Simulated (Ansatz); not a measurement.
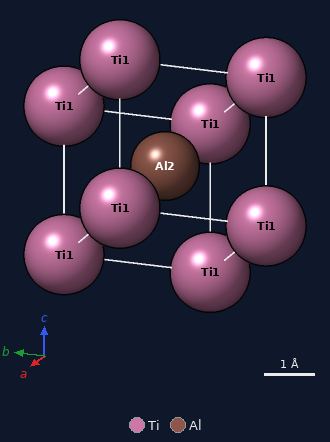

The structure (spheres-only view of the cell of the calculation, seen at an oblique angle; atoms are numbered from 1 in the order of the input). An atom can appear more than once, as a periodic image.

**What a change does: single-point calculation on TiAl**

System: TiAl (Pm-3m, 2 atoms in the cell).
Method of run A: Kohn-Sham DFT of a periodic cell, B3LYP, Ansatz PAW, no spin polarisation (Ansatz 0.2.0).

The structure derives from a Materials Project entry. Text and figures count atoms from 1; the logs count them from 0 in places.

## The input, run A
```yaml
crystal:
  lattice:
    - [3.179064, 0.0, 0.0]
    - [0.0, 3.179064, 0.0]
    - [0.0, 0.0, 3.179064]
  atoms:
    - { symbol: Ti, position: [0.0, 0.0, 0.0] }
    - { symbol: Al, position: [0.5, 0.5, 0.5] }
hamiltonian:
  xc: b3lyp
  pseudopotentials: { kind: paw }
kpoints:
  mp_grid: { grid: [4, 4, 4] }
scf:
  occupations: { method: fermi_dirac, width: 0.05 }
output:
  forces: true
  stress: true
  eigenvalues: true
```

Hardware: 1 × NVIDIA H100 80GB HBM3, 2 threads of AMD EPYC (Zen 3), 1656 GiB of memory available, shared host.

## Output, shortened to warnings, some set-up lines, iterations and results (run A)
```
Warning: output.stress: scf.convergence.dr2_threshold = 1e-7 eV (the SCF's general default) is looser than the 2e-10 eV advised for a printed stress (1e-10 eV for each atom of the cell: 2). What an SCF threshold leaves in a stress goes as its square root, and in the free energy as the threshold itself, and one threshold admits the most on a small cell: of the crystals measured, under no hybrid …
Warning: output.stress: scf.exx.energy_threshold = 1e-6 eV is looser than the 2e-8 eV advised for a stress under a hybrid functional (1e-8 eV for each atom of the cell: 2). Every SCF of the exchange loop can meet its threshold on dr2 while the loop round them stops early: no threshold on dr2 bounds what that leaves in the stress. Set scf.exx.energy_threshold to 2e-8 eV or tighter. The threshold …
Basis set: ecut = 420 eV, 619 PW (Γ), exchange–correlation on 48×48×48 points (8 copies of the dense FFT grid, shifted against one another)
Symmetry: 48 space group operations
k-points: 10 of 64
Initial density: superposition of atomic densities (neutral atoms: chi_scale 0, normalization atom), corrected by the library's trained network
[...]
SCF iter   1: F=—  HF=-3045.452105 eV  |F-HF|=—  |Δ(HF+E_count)|=         —  Δρ=1.15e-2  dr2=5.47e-2  ethr=1.77e-3  ⟨swp⟩=5.8  Hψ=496  notcnv=0
SCF iter   2: F=—  HF=-3045.445064 eV  |F-HF|=—  |Δ(HF+E_count)|=   7.04e-3  Δρ=7.39e-3  dr2=2.47e-2  ethr=3.65e-4  ⟨swp⟩=2.2  Hψ=239  notcnv=0  defer=1
SCF iter   3: F=—  HF=-3045.441919 eV  |F-HF|=—  |Δ(HF+E_count)|=   3.15e-3  Δρ=1.26e-3  dr2=7.77e-4  ethr=5.14e-6  ⟨swp⟩=3.2  Hψ=534  notcnv=0
SCF iter   4: F=—  HF=-3045.441800 eV  |F-HF|=—  |Δ(HF+E_count)|=   1.19e-4  Δρ=4.23e-4  dr2=7.52e-5  ethr=5.14e-6  ⟨swp⟩=2.7  Hψ=212  notcnv=0
SCF iter   5: F=—  HF=-3045.441813 eV  |F-HF|=—  |Δ(HF+E_count)|=   1.33e-5  Δρ=2.00e-4  dr2=1.93e-5  ethr=5.01e-7  ⟨swp⟩=4.4  Hψ=271  notcnv=0
[... 17 lines ...]
SCF iter   2: F=—  HF=-3046.179027 eV  |F-HF|=—  |Δ(HF+E_count)|=   7.55e-6  Δρ=8.60e-5  dr2=2.07e-6  ethr=1.74e-7  ⟨swp⟩=3.1  Hψ=234  notcnv=0
SCF iter   3: F=—  HF=-3046.179027 eV  |F-HF|=—  |Δ(HF+E_count)|=   4.38e-7  Δρ=3.31e-5  dr2=1.81e-7  ethr=1.20e-8  ⟨swp⟩=3.2  Hψ=230  notcnv=0
SCF iter   4: F=—  HF=-3046.179027 eV  |F-HF|=—  |Δ(HF+E_count)|=   1.56e-8  Δρ=1.69e-5  dr2=1.07e-7  ethr=1.15e-9  ⟨swp⟩=4.3  Hψ=371  notcnv=0
SCF iter   5: F=-3046.179027 eV  HF=-3046.179027 eV  |F-HF|=2.37e-9  |Δ(HF+E_count)|=   3.58e-8  Δρ=3.49e-6  dr2=3.45e-9  ethr=6.95e-10  ⟨swp⟩=3.1  Hψ=213  notcnv=0
SCF 3 converged in 5 iterations: F = -3046.179027 eV  dr2 = 3.45e-9
  Residual-converged pass: ⟨swp⟩=3.4  Hψ=249  notcnv=0  max |occ|·‖R‖ = 2.4e-6 eV (tolerance 2.4e-6 eV)  dr2=2.51e-9  dr2_onsite=4.89e-10  max |Δocc| = 1.1e-11
hybrid outer 2: dexx = +3.050e-6 eV, tail = 1.74e-8 eV, Δε = 8.66e-3 eV (about 2.93e-4 eV left of the loop's levels)
hybrid SCF converged: 2 outer / 16 inner (+8 warm-up), last move |dexx| = 3.05e-6 eV, tail = 1.74e-8 eV
Stability not checked: this state was not tested for a lower state beside it, because the functional holds exact exchange (a hybrid, or Hartree-Fock), whose exchange loop this test does not read (fock_operator; see scf.lower_state_search)
Free energy (F): -3046.179027 eV
Frozen-core exchange: fock
Harris-Foulkes:  -3046.179027 eV  (|F-HF|=2.37e-9)
Internal energy: -3046.167726 eV  (E = F + TS)
E sigma→0 (E₀):  -3046.173377 eV
Entropy (-TS):   -0.011302 eV (-5.651 meV/atom)
Fermi energy:    11.773716 eV
--- Per-component energies (eV) ---
  E_band       = -191.184194
  E_kinetic    = 296.373056
  E_local      = -1015.172612  (includes V_loc(G=0)·N_el)
  E_nonlocal   = 17.955707
  E_hartree    = 430.098149
  E_xc         = -111.980308
  E_vxc        = -122.639015  (∫ρ·V_xc dr)
  E_exx        = -39.089055  (= α·E_x^exact, valence–valence)
  E_paw        = -1510.322857  (= ΣΔE_a)
  E_vpaw       = -149.717732  (= ΣTr[D̂ρ^β])
  E_aug_tail   = 0.000118  (compensation charges beyond the density's cutoff)
  E_ewald      = -1113.913820
  E_core_change = -0.116097  (= ΣΔE_core)
  E_smearing   = -0.011302  (= −TS)
  E_closure    = -0.000006  (closes the sum)
  Σ components = -3046.179027   (vs F -3046.179027, Δ=0.00e0)
--- Forces (eV/Å), atoms counted from 1 ---
  atom   1  Ti     0.00000000     0.00000000     0.00000000
  atom   2  Al     0.00000000     0.00000000     0.00000000
  max |Σ_I F_I| component: 4.47e-30 eV/Å
--- Stress (GPa, compression-positive) ---
        1.695404      -0.000000       0.000000
       -0.000000       1.695404       0.000000
        0.000000       0.000000       1.695404
  P = ⅓ Tr σ = 1.6954 GPa (16.954 kbar)
```

Run B used a changed input.

## The two runs side by side

| quantity | run A | run B |
| --- | --- | --- |
| outcome | converged | converged |
| free energy per atom (eV) | −1523.0895 | −1505.0725 |
| energy per atom, smearing taken to zero (eV) | −1523.0867 | −1505.0698 |
| gap on the mesh (eV) | 0.00 | 0.00 |
| pressure (GPa) | 1.70 | −3.18 |
| largest force (eV/Å) | 0.000 | 0.000 |
| SCF iterations | 24 | 32 |
| irreducible k-points | 10 | 10 |
| plane waves at Γ | 619 | 619 |
| wall time (shared host) | 42 s | 39 s |

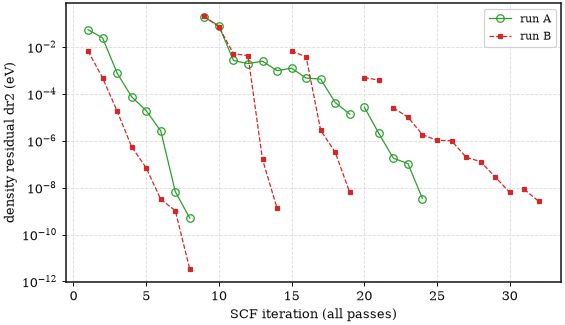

Convergence of the two runs: density residual dr2 against the SCF iteration. A break in a curve parts two SCF passes. Run A takes 24 iterations in all, and run B takes 32.

What was changed in the input?

The change (lines with − go, lines with + come):
```diff
-  xc: b3lyp
+  xc: { exchange: pbesol, correlation: pbesol, exx: { coeff: 0.25 } }
```

The total energies belong to different methods, so their difference says nothing on which is more stable or more accurate. The pressure goes from 1.70 to −3.18 GPa. The SCF takes 32 iterations against 24.

## Output, shortened to warnings, some set-up lines, iterations and results (run B)
```
Warning: output.stress: scf.convergence.dr2_threshold = 1e-7 eV (the SCF's general default) is looser than the 2e-10 eV advised for a printed stress (1e-10 eV for each atom of the cell: 2). What an SCF threshold leaves in a stress goes as its square root, and in the free energy as the threshold itself, and one threshold admits the most on a small cell: of the crystals measured, under no hybrid …
Warning: output.stress: scf.exx.energy_threshold = 1e-6 eV is looser than the 2e-8 eV advised for a stress under a hybrid functional (1e-8 eV for each atom of the cell: 2). Every SCF of the exchange loop can meet its threshold on dr2 while the loop round them stops early: no threshold on dr2 bounds what that leaves in the stress. Set scf.exx.energy_threshold to 2e-8 eV or tighter. The threshold …
Basis set: ecut = 420 eV, 619 PW (Γ), exchange–correlation on 48×48×48 points (8 copies of the dense FFT grid, shifted against one another)
Symmetry: 48 space group operations
k-points: 10 of 64
Initial density: superposition of atomic densities (neutral atoms: chi_scale 0, normalization atom), corrected by the library's trained network
[...]
SCF iter   1: F=—  HF=-2998.995497 eV  |F-HF|=—  |Δ(HF+E_count)|=         —  Δρ=5.32e-3  dr2=6.72e-3  ethr=1.77e-3  ⟨swp⟩=6.1  Hψ=511  notcnv=0
SCF iter   2: F=—  HF=-2998.993945 eV  |F-HF|=—  |Δ(HF+E_count)|=   1.55e-3  Δρ=1.58e-3  dr2=4.83e-4  ethr=3.34e-6  ⟨swp⟩=3.1  Hψ=532  notcnv=0
SCF iter   3: F=—  HF=-2998.993913 eV  |F-HF|=—  |Δ(HF+E_count)|=   3.27e-5  Δρ=3.56e-4  dr2=1.85e-5  ethr=3.22e-6  ⟨swp⟩=3.2  Hψ=229  notcnv=0
SCF iter   4: F=—  HF=-2998.993922 eV  |F-HF|=—  |Δ(HF+E_count)|=   9.12e-6  Δρ=3.89e-5  dr2=5.58e-7  ethr=1.23e-7  ⟨swp⟩=4.0  Hψ=257  notcnv=0
SCF iter   5: F=—  HF=-2998.993922 eV  |F-HF|=—  |Δ(HF+E_count)|=   3.36e-8  Δρ=1.36e-5  dr2=6.95e-8  ethr=3.72e-9  ⟨swp⟩=3.6  Hψ=246  notcnv=0
[... 28 lines ...]
SCF iter   9: F=-3010.144947 eV  HF=-3010.144947 eV  |F-HF|=3.38e-9  |Δ(HF+E_count)|=   7.94e-8  Δρ=5.70e-6  dr2=6.28e-9  ethr=1.63e-11  ⟨swp⟩=4.8  Hψ=326  notcnv=0
SCF 5 converged in 9 iterations: F = -3010.144947 eV  dr2 = 6.28e-9
SCF iter   1: F=—  HF=-3010.144949 eV  |F-HF|=—  |Δ(HF+E_count)|=         —  Δρ=8.68e-6  dr2=8.51e-9  ethr=5.42e-9  ⟨swp⟩=3.5  Hψ=275  notcnv=0
SCF iter   2: F=-3010.144949 eV  HF=-3010.144949 eV  |F-HF|=1.41e-9  |Δ(HF+E_count)|=   1.24e-8  Δρ=5.54e-6  dr2=2.60e-9  ethr=4.28e-11  ⟨swp⟩=4.4  Hψ=256  notcnv=0
SCF 6 converged in 2 iterations: F = -3010.144949 eV  dr2 = 2.60e-9
  Residual-converged pass: ⟨swp⟩=2.5  Hψ=202  notcnv=0  max |occ|·‖R‖ = 2.4e-6 eV (tolerance 2.4e-6 eV)  dr2=2.60e-9  dr2_onsite=1.40e-9  max |Δocc| = 2.7e-14
hybrid outer 5: dexx = +1.943e-8 eV, tail = 8.12e-9 eV, Δε = 3.50e-4 eV (about 1.15e-4 eV left of the loop's levels), ΔF = 9.99e-30 eV/Å (tail 3.38e-30)
hybrid SCF converged: 5 outer / 24 inner (+8 warm-up), last move |dexx| = 1.94e-8 eV, tail = 8.12e-9 eV
Stability not checked: this state was not tested for a lower state beside it, because the functional holds exact exchange (a hybrid, or Hartree-Fock), whose exchange loop this test does not read (fock_operator; see scf.lower_state_search)
Free energy (F): -3010.144949 eV
Frozen-core exchange: fock
Harris-Foulkes:  -3010.144949 eV  (|F-HF|=1.41e-9)
Internal energy: -3010.134210 eV  (E = F + TS)
E sigma→0 (E₀):  -3010.139579 eV
Entropy (-TS):   -0.010739 eV (-5.370 meV/atom)
Fermi energy:    11.482580 eV
--- Per-component energies (eV) ---
  E_band       = -203.463391
  E_kinetic    = 295.690482
  E_local      = -1010.614264  (includes V_loc(G=0)·N_el)
  E_nonlocal   = 17.444479
  E_hartree    = 425.878967
  E_xc         = -106.432674
  E_vxc        = -117.814072  (∫ρ·V_xc dr)
  E_exx        = -48.793047  (= α·E_x^exact, valence–valence)
  E_paw        = -1469.298584  (= ΣΔE_a)
  E_vpaw       = -142.341255  (= ΣTr[D̂ρ^β])
  E_aug_tail   = 0.000120  (compensation charges beyond the density's cutoff)
  E_ewald      = -1113.913820
  E_core_change = -0.095869  (= ΣΔE_core)
  E_smearing   = -0.010739  (= −TS)
  E_closure    = 0.000000  (closes the sum)
  Σ components = -3010.144949   (vs F -3010.144949, Δ=4.55e-13)
--- Forces (eV/Å), atoms counted from 1 ---
  atom   1  Ti     0.00000000     0.00000000     0.00000000
  atom   2  Al     0.00000000    -0.00000000     0.00000000
  max |Σ_I F_I| component: 1.16e-29 eV/Å
--- Stress (GPa, compression-positive) ---
       -3.178236       0.000000       0.000000
       -0.000000      -3.178236       0.000000
        0.000000       0.000000      -3.178236
  P = ⅓ Tr σ = -3.1782 GPa (-31.782 kbar)
```

For both runs: Warnings: the exchange loop's threshold is looser than advised for the stress; the SCF threshold is looser than advised for the printed stress. The k-point mesh is coarse for a cell of this size, so the results may not be converged. For run A: Points of doubt noted for this run: forces on files of another functional.
